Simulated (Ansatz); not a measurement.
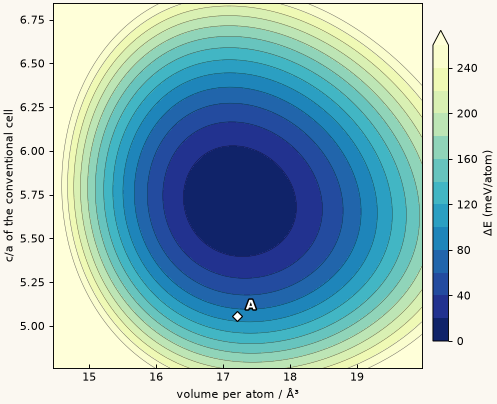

MoS₂ (R3m, No. 160; 3 atoms in the cell). The energy is mapped over volume and the cell's shape. Coordinates scanned: (1) volume per atom; (2) c/a of the conventional cell. Nothing is relaxed (fractional coordinates fixed). Grid: 7 × 7 points. Points are written as (first, second). Energies: meV/atom, counted from the lowest grid point. The band gap closes in part of the range. Method: DFT PBE+D3(BJ), scalar-relativistic, plane waves, PAW (Ansatz). Settings: cutoff 420 eV, k-mesh 12×12×12, gaussian smearing 0.05 eV, no spin polarisation.

The picture shows filled contours, one colour for all values above the top of the scale, the point A. Between grid points the surface is interpolated.

Q: Is A at rest? If not, where is it pushed?

A: A, at (17.21 Å³, 5.055), is not a stationary point. The computed force is 9.4 meV/atom for each Å³ towards larger values of volume per atom and 280 meV/atom for each unit towards larger values of c/a of the conventional cell.

PAW datasets: the set soft_1.
